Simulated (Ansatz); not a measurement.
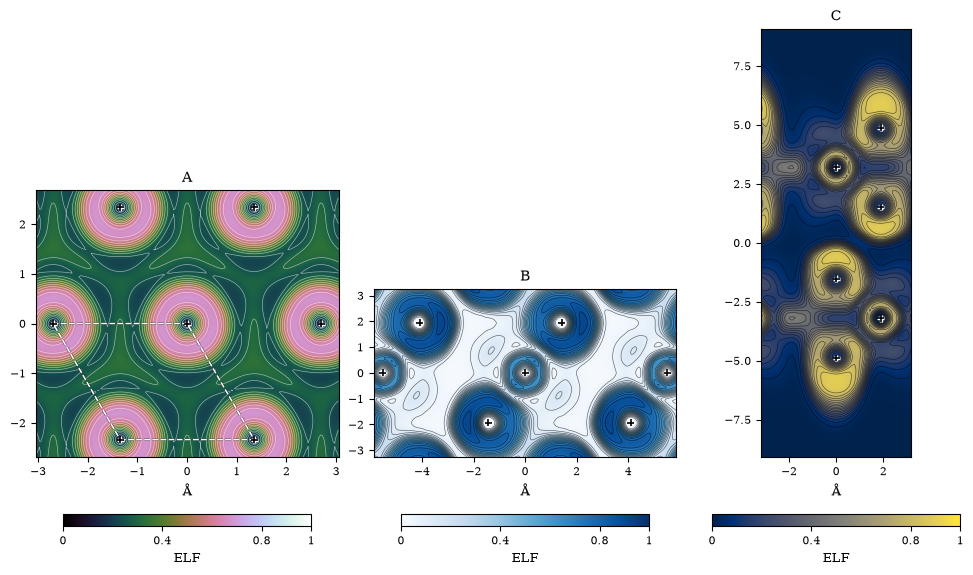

The electron localisation function of 3 systems, each on a plane through atoms (crosses mark nuclei in the plane).

All numbers below come from DFT PBE+D3(BJ), scalar-relativistic, plane waves, PAW (Ansatz 0.2.0).

System 1: TiS₂, the (110) plane of the conventional cell. Space group P-3m1; a generated structure, not necessarily the stable one; computed without spin polarisation.

System 2: WSe₂ (slab), the (110) plane of the calculation cell, a cut from vacuum to vacuum. 

```cif
data_structure
_symmetry_space_group_name_H-M 'P 1'
_symmetry_Int_Tables_number 1
_cell_length_a 3.2823
_cell_length_b 3.2823
_cell_length_c 45.5261
_cell_angle_alpha 90.000
_cell_angle_beta 90.000
_cell_angle_gamma 120.000
_cell_volume 424.76
loop_
_atom_site_label
_atom_site_type_symbol
_atom_site_fract_x
_atom_site_fract_y
_atom_site_fract_z
_atom_site_occupancy
Se1 Se 0.33333 0.66667 0.39265 1
W1 W 0.66667 0.33333 0.42966 1
Se2 Se 0.33333 0.66667 0.46666 1
Se3 Se 0.66667 0.33333 0.53334 1
W2 W 0.33333 0.66667 0.57034 1
Se4 Se 0.66667 0.33333 0.60735 1
```

System 3: Ru, the (001) plane of the conventional cell. Space group P6₃/mmc; computed without spin polarisation.

```
CELL_PARAMETERS angstrom
2.69759 0.00000 0.00000
-1.34880 2.33619 0.00000
0.00000 0.00000 4.26582
ATOMIC_POSITIONS crystal
Ru 0.33333 0.66667 0.25000
Ru 0.66667 0.33333 0.75000
```

Q: Which map belongs to which system?

A: Panel A is system 3, Ru: the plane holds Ru. Ru–Ru (2.70 Å): the ELF is about 0.30 at the midpoint. Panel B is system 1, TiS₂: the plane holds Ti and S. Ti–S (2.41 Å): the ELF peaks at about 0.85 in the valence shell of S, 0.8 Å from its nucleus, and is about 0.50 at the midpoint. Panel C is system 2, WSe₂: the plane holds Se and W. W–Se (2.54 Å): the ELF is about 0.55 at the midpoint.
